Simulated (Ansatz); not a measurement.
```yaml
crystal:
  lattice:
    - [3.23379, 0.00000, 0.00000]
    - [0.00000, 3.28901, 0.00000]
    - [0.00000, 0.00000, 8.22441]
  atoms:
    - { symbol: B, position: [0.50000, 0.50000, 0.17473] }
    - { symbol: B, position: [0.50000, 0.50000, 0.82527] }
    - { symbol: B, position: [0.00000, 0.00000, 0.50000] }
    - { symbol: As, position: [0.50000, 0.00000, 0.32330] }
    - { symbol: As, position: [0.00000, 0.50000, 0.00000] }
    - { symbol: As, position: [0.50000, 0.00000, 0.67670] }
```

Space group Pmmm; a structure generated by program, which may or may not match a known phase.

Theory: DFT PBE, scalar-relativistic, plane waves, PAW in Ansatz 0.2.0.

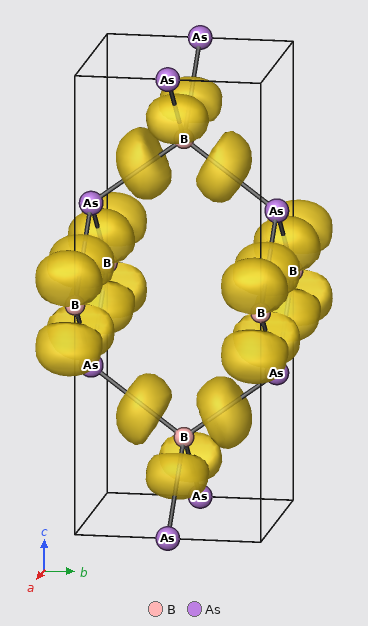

BAs. Isosurface of the electron localisation function at 0.7 (yellow), seen slightly off an axis. Core shells and regions of very low density are left out. Sticks mark near contacts.

### Describe the localisation domains.

The surface consists of twelve regions between bonded As–B atoms, counted in one cell of 6 atoms. Any copies at cell faces, edges or corners count once.

Values along the shortest contacts:
B–As (2.05 Å): the ELF peaks at about 0.90 between the atoms. B–As (2.16 Å): the ELF peaks at about 0.85 between the atoms.

### Does the calculation give a band gap?

It is metallic or semimetallic at this level of theory: no gap opens.
